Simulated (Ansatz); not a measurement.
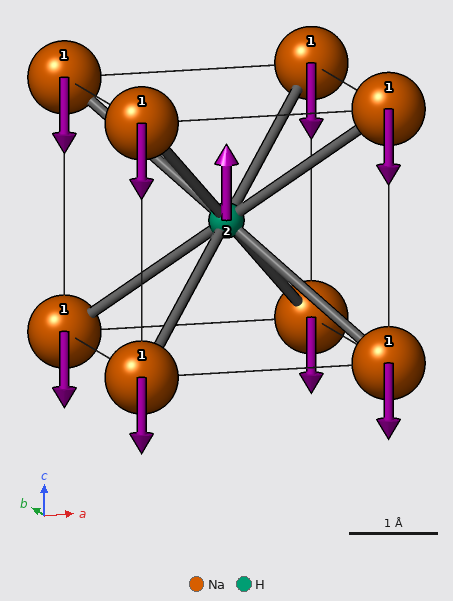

A symmetric starting cell of NaH. The purple arrows show how the atoms are displaced, magnified 20 times. The picture is a ball-and-stick view of the cell of the calculation, seen slightly off an axis.

These are results of Ansatz, DFT PBE, scalar-relativistic, plane waves, PAW, not measurements. (plane-wave cutoff 420 eV; k-point mesh 10 × 10 × 10; occupations gaussian; smearing width 0.02 eV; no spin polarisation)

Describe the change and its computed effect.

Atoms are displaced by 0.05 Å: H2 0.05 Å along +c, Na1 0.05 Å along −c. No relaxation follows. The starting cell wasn't computed here and needn't be at equilibrium, so pressure and forces aren't due to the change alone. Among the bonded contacts that change: H–Na 2.559 → 2.508 to 2.612 Å. The space group (tolerance 0.01 Å) goes from Pm-3m (No. 221) to P4mm (No. 99). The pressure is 0.3 GPa (not all of it need come from the change, since the unchanged cell can be under pressure at this level too). The largest forces, 0.037 eV/Å, act on Na1 and H2.
